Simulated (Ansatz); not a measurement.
# SnO: geometry relaxation (part 2 of 2)

SnO (Cmc2₁, 8 atoms in the cell); DFT PBE+D3(BJ), scalar-relativistic, plane waves, PAW, no spin polarisation (Ansatz 0.2.0); cutoff 420 eV, 6×6×2 k-mesh, Gaussian smearing of 0.1 eV. The structure derives from an entry of the Crystallography Open Database.

Geometry of the input (Å; fractional positions):
```
2.5000  -2.8600  0.0000
2.5000  2.8600  0.0000
0.0000  0.0000  11.1200
Sn 0.0000  0.0000  0.0000
Sn 0.0000  0.0000  0.5000
Sn 0.5590  0.4410  0.2540
Sn 0.4410  0.5590  0.7540
O  0.9300  0.4300  0.3800
O  0.0700  0.5700  0.8800
O  0.5700  0.0700  0.3800
O  0.4300  0.9300  0.8800
```

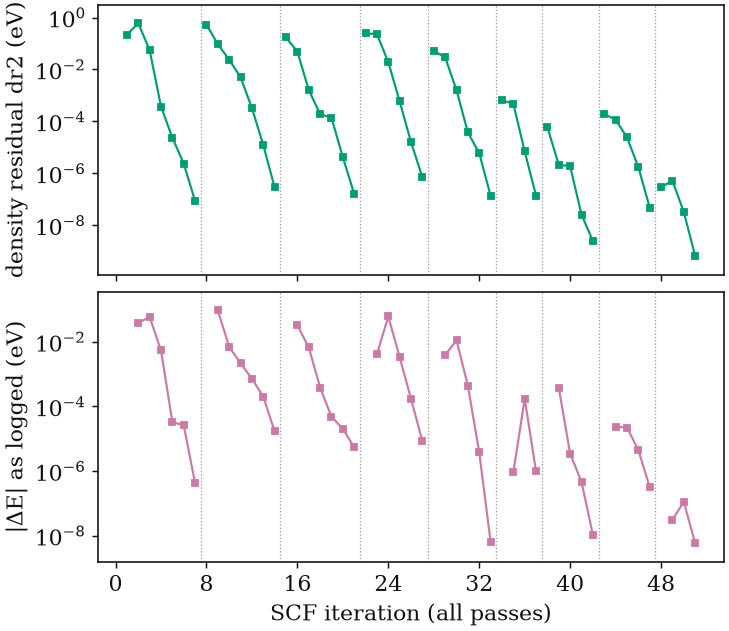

Convergence of the self-consistent field: density residual dr2 and size of the energy change against the SCF iteration. The dotted lines part the SCF passes of the relaxation: geometry steps, rejected trials and re-solves on a re-selected basis. The 9 passes take 4 to 7 iterations each, 51 in all.

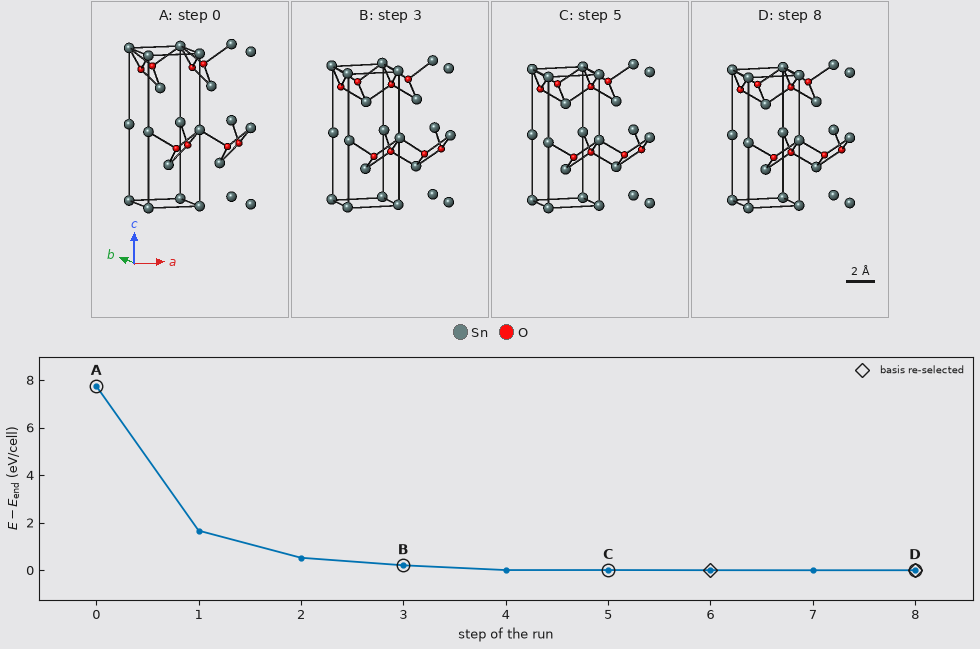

Frames of the relaxation (ball-and-stick view of the cell of the calculation, repeated 2 × 1 × 1, seen slightly off an axis) above the curves, on which the letters mark them (the first geometry is step 0 here and step 1 in the log).

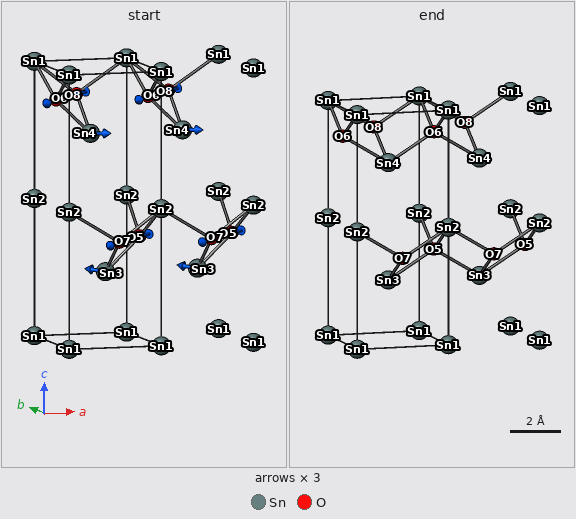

Before (left) and after (right) the relaxation, at one scale (ball-and-stick view of the cell of the calculation, repeated 2 × 1 × 1, seen slightly off an axis). The blue arrows give the displacements (without the part carried along by the change of the cell), magnified 3 times. The largest moves relative to the cell, 0.38 Å, are those of O5, O6, O7 and O8. By element the largest moves are O 0.38 Å, Sn 0.32 Å. Cell: a = b 3.799 → 3.831 Å (+0.9 %), c 11.120 → 9.509 Å (−14.5 %), γ 97.7° → 90.0°. Volume −12.2 %. Distances before and after: Sn3–O5 2.765 → 2.240 Å, Sn1–O6 2.527 → 2.241 Å. Among the angles that change: O5–Sn2–O7 49.4° → 74.4°, Sn2–O7–Sn3 127.7° → 105.6°, O5–Sn3–O7 53.7° → 74.4°. The space group (tolerance 0.01 Å) goes from Cmc2_1 (No. 36) to P4/nmm (No. 129). The energy falls by 7.749 eV per cell of the calculation in 6 geometry steps. Largest force component: 8.7 eV/Å at the start, 0.0018 eV/Å at the end. The pressure goes from 8.48 to 0.01 GPa. 1 further SCF at an unchanged geometry re-selected the plane-wave basis for the new cell. The energy change given includes the shifts at the re-selections in mid-walk, which come without any move. A last SCF at the same geometry on a re-selected plane-wave basis shifts the energy by +0.3 meV per cell of the calculation. (Atoms are counted from 1 in the order of the input.)

```
basis re-selected at this cell: Δ(F+E_penalty+E_count) = +3.163e-4 eV, ΔP = -0.007 GPa vs the last step (what re-selecting the basis moved, of the pressure what is left beyond the Pulay correction that the steps carried, after the strain that the cell walked since its last selection, with what the two solves' SCF thresholds leave and, on support functions, any second-order correction that the steps lacked; it is no measure of the basis error at this ecutwfc). This SCF's stress stands 4.14e-2 GPa from its target on what of the cell is left free (relax.cell.stress_tol is 5.00e-1 GPa) and its largest allowed force component is 1.78e-3 eV/Å (relax.f_tol is 5.00e-2 eV/Å): within both
SCF converged after 4 iterations
Free energy (F): -26368.620903 eV
Harris-Foulkes:  -26368.620903 eV  (|F-HF|=5.68e-10)
Internal energy: -26368.616812 eV  (E = F + TS)
E sigma→0 (E₀):  -26368.618858 eV
Entropy (-TS):   -0.004092 eV (-0.511 meV/atom)
Fermi energy:    9.954833 eV
--- Per-component energies (eV) ---
  E_band       = -363.544647
  E_kinetic    = 1447.021323
  E_local      = -5195.791194  (includes V_loc(G=0)·N_el)
  E_nonlocal   = 64.156876
  E_hartree    = 2823.164304
  E_xc         = -1825.685706
  E_vxc        = -760.993271  (∫ρ·V_xc dr)
  E_paw        = -17178.154394  (= ΣΔE_a)
  E_vpaw       = -1564.277295  (= ΣTr[D̂ρ^β])
  E_aug_tail   = 0.009590  (compensation charges beyond the density's cutoff)
  E_ewald      = -6501.450853
  E_disp       = -1.886758  (pairwise vdW)
  E_smearing   = -0.004092  (= −TS)
  E_closure    = 0.000000  (closes the sum)
  Σ components = -26368.620903   (vs F -26368.620903, Δ=0.00e0)
--- Forces (eV/Å), atoms counted from 1 ---
  atom   1  Sn    -0.00000000     0.00149634     0.00080813
  atom   2  Sn     0.00000000    -0.00149634     0.00080813
  atom   3  Sn     0.00000000    -0.00101719    -0.00177947
  atom   4  Sn     0.00000000     0.00101719    -0.00177947
  atom   5  O      0.00103930     0.00161109     0.00048555
  atom   6  O     -0.00103930    -0.00161109     0.00048555
  atom   7  O     -0.00103930     0.00161109     0.00048555
  atom   8  O      0.00103930    -0.00161109     0.00048555
  max |Σ_I F_I| component: 5.01e-7 eV/Å
--- Stress (GPa, compression-positive) ---
        0.041400       0.000000      -0.000000
        0.000000       0.008383       0.000000
       -0.000000       0.000000      -0.021868
  P = ⅓ Tr σ = 0.0093 GPa (0.093 kbar)
--- Band table (eV; the first three rows and the last of 26) ---
  k-point 0: bands = ["-11.9738", "-11.9521", "-11.5947", "-11.5777", "-11.5776", "-11.5732", "-11.5423", "-11.5390", "-11.5389", "-11.5284", "-11.5198", "-11.5068", "-11.5002", "-11.4980", "-11.4952", "-11.4952", "-11.4843", "-11.4720", "-11.4528", "-11.4527", "-10.0389", "-9.9952", "-7.5157", "-7.5145", "0.8082", "2.5449", "3.1779", "3.8779", "3.8782", "4.0170", "4.0174", "6.5352", "6.6189", "6.9091", "6.9117", "6.9275", "6.9301", "6.9833", "7.8556", "9.9825", "11.7600", "12.1851", "12.7712", "12.7727", "13.5369", "14.4729", "14.4743", "14.7012"]
  k-point 1: bands = ["-11.9633", "-11.9633", "-11.5836", "-11.5836", "-11.5630", "-11.5630", "-11.5628", "-11.5628", "-11.5343", "-11.5343", "-11.5197", "-11.5197", "-11.4923", "-11.4923", "-11.4796", "-11.4796", "-11.4694", "-11.4694", "-11.4693", "-11.4693", "-10.0172", "-10.0172", "-7.5151", "-7.5151", "1.3407", "1.3407", "3.9458", "3.9458", "3.9462", "3.9462", "5.0102", "5.0102", "6.5762", "6.5762", "6.9194", "6.9194", "6.9220", "6.9220", "9.4285", "9.4285", "11.7180", "11.7180", "13.3745", "13.3745", "13.3759", "13.3759", "14.3126", "14.3126"]
  k-point 2: bands = ["-11.9578", "-11.9426", "-11.6135", "-11.5815", "-11.5731", "-11.5702", "-11.5585", "-11.5559", "-11.5431", "-11.5408", "-11.5384", "-11.5350", "-11.5186", "-11.4907", "-11.4906", "-11.4902", "-11.4793", "-11.4791", "-11.4597", "-11.4543", "-9.8242", "-9.7802", "-7.6483", "-7.6450", "0.9926", "2.4177", "3.2271", "3.9279", "4.0397", "4.0564", "4.1824", "5.2766", "6.2496", "6.3342", "6.6773", "6.6899", "6.7045", "7.9241", "8.2283", "9.8796", "11.5096", "12.3694", "12.9170", "13.0651", "13.0997", "14.6489", "15.0807", "15.2464"]
  k-point 25: bands = ["-11.8981", "-11.8981", "-11.8980", "-11.8980", "-11.5538", "-11.5538", "-11.5536", "-11.5536", "-11.5171", "-11.5171", "-11.5169", "-11.5169", "-11.4650", "-11.4650", "-11.4650", "-11.4650", "-11.4518", "-11.4518", "-11.4516", "-11.4516", "-8.3897", "-8.3897", "-8.3891", "-8.3891", "1.1315", "1.1315", "1.1328", "1.1328", "4.7357", "4.7357", "4.7366", "4.7366", "7.5759", "7.5759", "7.5776", "7.5776", "7.6107", "7.6107", "7.6128", "7.6128", "10.8507", "10.8507", "10.8509", "10.8509", "15.1507", "15.1507", "15.1521", "15.1521"]
--- Relaxed structure (7 steps of the walk, 7 accepted, 2 SCFs on fresh bases) ---
  F+E_penalty+E_count = -26368.62090339 eV   max|allowed force component| = 1.779e-3 eV/Å   (the final SCF, on the basis selected at the relaxed cell)
  cell:  # Å, volume = 139.5935 Å³
    - [2.7089383477179303, -2.7094791278454555, 0.0]
    - [2.7089383477179303, 2.7094791278454555, 0.0]
    - [0.0, 0.0, 9.509337411575348]
  atoms:
    - { symbol: Sn, position: [-1.5129422085162446e-5, 1.5129422085161751e-5, 0.0006772485090440975] }
    - { symbol: Sn, position: [1.5129422085161751e-5, -1.5129422085162446e-5, 0.5006772485090442] }
    - { symbol: Sn, position: [0.5000222353639558, 0.499977764636044, 0.2563304326632012] }
    - { symbol: Sn, position: [0.499977764636044, 0.5000222353639558, 0.7563304326632012] }
    - { symbol: O, position: [1.000080652303738, 0.499886138268875, 0.3784961594138775] }
    - { symbol: O, position: [-8.065230373816012e-5, 0.5001138617311247, 0.878496159413877] }
    - { symbol: O, position: [0.5001138617311247, -8.065230373816012e-5, 0.3784961594138775] }
    - { symbol: O, position: [0.499886138268875, 1.000080652303738, 0.878496159413877] }
```

Trajectory as extended XYZ (Å, eV, eV/Å), 9 frames, from step=1 to step=9
```
8
Lattice="2.5000 -2.8600 0.0000 2.5000 2.8600 0.0000 0.0000 0.0000 11.1200" Properties=species:S:1:pos:R:3:forces:R:3 step=1 energy=-26360.87206 pressure_GPa=8.48
Sn    0.0000    0.0000    0.0000    0.0000   0.9042  -1.0465
Sn    0.0000    0.0000    5.5600    0.0000  -0.9042  -1.0465
Sn    2.5000   -0.3375    2.8245    0.0000   2.1773  -1.1299
Sn    2.5000    0.3375    8.3845    0.0000  -2.1773  -1.1299
O     3.4000   -1.4300    4.2256    8.7447  -0.5807   1.0882
O     1.6000    1.4300    9.7856   -8.7447   0.5807   1.0882
O     1.6000   -1.4300    4.2256   -8.7447  -0.5807   1.0882
O     3.4000    1.4300    9.7856    8.7447   0.5807   1.0882
8
Lattice="2.5726 -2.7590 0.0000 2.5726 2.7590 0.0000 0.0000 0.0000 10.6299" Properties=species:S:1:pos:R:3:forces:R:3 step=2 energy=-26366.95556 pressure_GPa=3.69
Sn    0.0000    0.1056   -0.1082    0.0000   0.2489   0.0025
Sn    0.0000   -0.1056    5.2068    0.0000  -0.2489   0.0025
Sn    2.5726   -0.1588    2.7848    0.0000   1.0168  -0.1797
Sn    2.5726    0.1588    8.0998    0.0000  -1.0168  -0.1797
O     3.6751   -1.3812    4.0510    3.4490  -0.3558   0.0886
O     1.4702    1.3812    9.3660   -3.4490   0.3558   0.0886
O     1.4702   -1.3812    4.0510   -3.4490  -0.3558   0.0886
O     3.6751    1.3812    9.3660    3.4490   0.3558   0.0886
8
Lattice="2.6557 -2.6302 0.0000 2.6557 2.6302 0.0000 0.0000 0.0000 10.0881" Properties=species:S:1:pos:R:3:forces:R:3 step=3 energy=-26368.09641 pressure_GPa=7.71
Sn    0.0000    0.1628   -0.0851    0.0000  -0.6311   1.2706
Sn    0.0000   -0.1628    4.9590    0.0000   0.6311   1.2706
Sn    2.6557   -0.0029    2.7048    0.0000   0.0110  -1.7592
Sn    2.6557    0.0029    7.7488    0.0000  -0.0110  -1.7592
O     3.9165   -1.3452    3.8048    0.6309  -0.2623   0.2444
O     1.3949    1.3452    8.8489   -0.6309   0.2623   0.2444
O     1.3949   -1.3452    3.8048   -0.6309  -0.2623   0.2444
O     3.9165    1.3452    8.8489    0.6309   0.2623   0.2444
8
Lattice="2.7223 -2.6942 0.0000 2.7223 2.6942 0.0000 0.0000 0.0000 9.7547" Properties=species:S:1:pos:R:3:forces:R:3 step=4 energy=-26368.41333 pressure_GPa=-3.61
Sn    0.0000    0.0691    0.0582    0.0000  -0.2295  -1.1952
Sn    0.0000   -0.0691    4.9356    0.0000   0.2295  -1.1952
Sn    2.7223    0.0281    2.4910    0.0000  -0.0717   0.7001
Sn    2.7223   -0.0281    7.3684    0.0000   0.0717   0.7001
O     4.0446   -1.3422    3.6710    0.3807  -0.0645   0.2476
O     1.3999    1.3422    8.5484   -0.3807   0.0645   0.2476
O     1.3999   -1.3422    3.6710   -0.3807  -0.0645   0.2476
O     4.0446    1.3422    8.5484    0.3807   0.0645   0.2476
8
Lattice="2.6964 -2.7044 0.0000 2.6964 2.7044 0.0000 0.0000 0.0000 9.5182" Properties=species:S:1:pos:R:3:forces:R:3 step=5 energy=-26368.61402 pressure_GPa=0.51
Sn    0.0000    0.0028    0.0069    0.0000  -0.0100   0.0512
Sn    0.0000   -0.0028    4.7660    0.0000   0.0100   0.0512
Sn    2.6964   -0.0015    2.4401    0.0000   0.0036  -0.0612
Sn    2.6964    0.0015    7.1991    0.0000  -0.0036  -0.0612
O     4.0445   -1.3528    3.6023    0.0001  -0.0049   0.0050
O     1.3483    1.3528    8.3614   -0.0001   0.0049   0.0050
O     1.3483   -1.3528    3.6023   -0.0001  -0.0049   0.0050
O     4.0445    1.3528    8.3614    0.0001   0.0049   0.0050
8
Lattice="2.6990 -2.7104 0.0000 2.6990 2.7104 0.0000 0.0000 0.0000 9.5587" Properties=species:S:1:pos:R:3:forces:R:3 step=6 energy=-26368.61308 pressure_GPa=0.06
Sn    0.0000   -0.0001    0.0034    0.0000  -0.0015  -0.0017
Sn    0.0000    0.0001    4.7827    0.0000   0.0015  -0.0017
Sn    2.6990    0.0001    2.4533    0.0000   0.0018   0.0003
Sn    2.6990   -0.0001    7.2326    0.0000  -0.0018   0.0003
O     4.0485   -1.3545    3.6179   -0.0005  -0.0021   0.0007
O     1.3494    1.3545    8.3972    0.0005   0.0021   0.0007
O     1.3494   -1.3545    3.6179    0.0005  -0.0021   0.0007
O     4.0485    1.3545    8.3972   -0.0005   0.0021   0.0007
8
Lattice="2.6990 -2.7104 0.0000 2.6990 2.7104 0.0000 0.0000 0.0000 9.5587" Properties=species:S:1:pos:R:3:forces:R:3 step=7 energy=-26368.61911 pressure_GPa=0.11
Sn    0.0000   -0.0001    0.0034    0.0000  -0.0015   0.0037
Sn    0.0000    0.0001    4.7827    0.0000   0.0015   0.0037
Sn    2.6990    0.0001    2.4533    0.0000   0.0018  -0.0051
Sn    2.6990   -0.0001    7.2326    0.0000  -0.0018  -0.0051
O     4.0485   -1.3545    3.6179   -0.0005  -0.0021   0.0007
O     1.3494    1.3545    8.3972    0.0005   0.0021   0.0007
O     1.3494   -1.3545    3.6179    0.0005  -0.0021   0.0007
O     4.0485    1.3545    8.3972   -0.0005   0.0021   0.0007
8
Lattice="2.7089 -2.7095 0.0000 2.7089 2.7095 0.0000 0.0000 0.0000 9.5093" Properties=species:S:1:pos:R:3:forces:R:3 step=8 energy=-26368.62122 pressure_GPa=0.02
Sn    0.0000    0.0001    0.0064    0.0000   0.0015   0.0009
Sn    0.0000   -0.0001    4.7611    0.0000  -0.0015   0.0009
Sn    2.7089   -0.0001    2.4375    0.0000  -0.0010  -0.0018
Sn    2.7089    0.0001    7.1922    0.0000   0.0010  -0.0018
O     4.0633   -1.3553    3.5992    0.0010   0.0016   0.0005
O     1.3546    1.3553    8.3539   -0.0010  -0.0016   0.0005
O     1.3546   -1.3553    3.5992   -0.0010   0.0016   0.0005
O     4.0633    1.3553    8.3539    0.0010  -0.0016   0.0005
8
Lattice="2.7089 -2.7095 0.0000 2.7089 2.7095 0.0000 0.0000 0.0000 9.5093" Properties=species:S:1:pos:R:3:forces:R:3 step=9 energy=-26368.62090 pressure_GPa=0.01
Sn    0.0000    0.0001    0.0064    0.0000   0.0015   0.0008
Sn    0.0000   -0.0001    4.7611    0.0000  -0.0015   0.0008
Sn    2.7089   -0.0001    2.4375    0.0000  -0.0010  -0.0018
Sn    2.7089    0.0001    7.1922    0.0000   0.0010  -0.0018
O     4.0633   -1.3553    3.5992    0.0010   0.0016   0.0005
O     1.3546    1.3553    8.3539   -0.0010  -0.0016   0.0005
O     1.3546   -1.3553    3.5992   -0.0010   0.0016   0.0005
O     4.0633    1.3553    8.3539    0.0010  -0.0016   0.0005
```

Key numbers

- outcome: converged
- space group (tolerance 0.01 Å): Cmc2₁ (36) → P4/nmm (129)
- electrons treated: 80
- free energy: −26368.6209 eV
- Fermi energy: 9.955 eV
- gap on the k-point mesh: none (metallic)
- pressure: 0.01 GPa
- final volume: 139.59 Å³
- largest force (length of the vector) at the end: 0.002 eV/Å
- final cell: a = 3.831 Å, b = 3.831 Å, c = 9.509 Å, α = 90.00°, β = 90.00°, γ = 90.01°
- wall time: 26 s (CPU time 52 s)
- peak memory: 0.56 GiB
